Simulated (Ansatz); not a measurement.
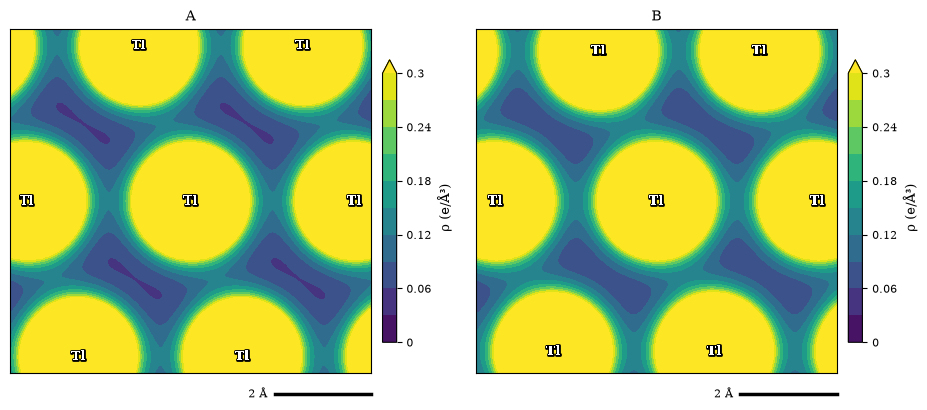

Tl. The valence pseudo-density of two cells that differ in size and shape, on the (100) plane of each (indices in the axes of the calculation cell), at one length scale and on one colour scale: A has 29.8 Å³ an atom and B 28.4.

Space group I4/mmm; computed without spin polarisation.

All numbers below come from Ansatz 0.2.0, DFT r2SCAN, scalar-relativistic, plane waves, PAW.

The density is the valence pseudo-density of a PAW calculation; it isn't the true density close to the nuclei.

### What changes from the larger cell to the smaller?

From the larger cell to the smaller, Tl–Tl goes from 3.38 to 3.33 Å, and the density at its midpoint from 0.12 to 0.14 e/Å³; the pressure goes from 0.2 to 2.1 GPa.
